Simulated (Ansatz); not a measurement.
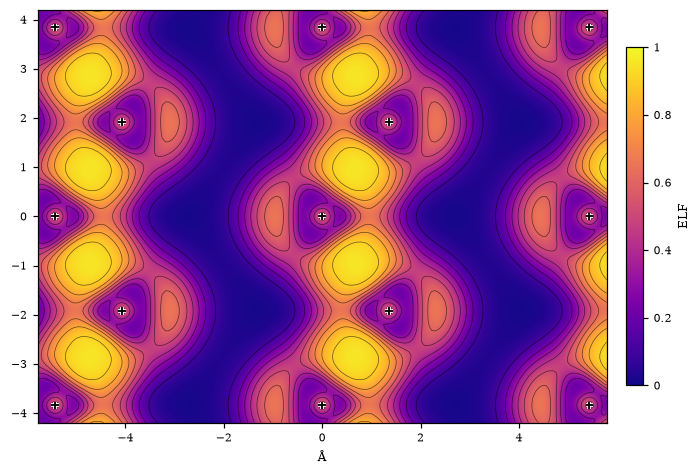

The electron localisation function on a plane through atoms (crosses mark nuclei in the plane).

Method: Ansatz, DFT PBEsol, scalar-relativistic, plane waves, PAW.

Candidates:
A. Si, a = 5.43 Å, b = 5.43 Å, c = 5.43 Å, α = 90.00°, β = 90.00°, γ = 90.00°. Space group Fd-3m; a structure from a database of computed crystals, not necessarily the ambient phase.
B. Si32N (cell charge −1, with a compensating background) (cell with a defect), a = 9.41 Å, b = 9.41 Å, c = 9.41 Å, α = 109.47°, β = 109.47°, γ = 109.47°. 

Q: Which candidate gave the map?

A: Candidate A: Si on the (110) plane of the conventional cell, which holds Si. Si–Si (2.35 Å): the ELF peaks at about 0.95 between the atoms, as expected for localised, covalent bonding.
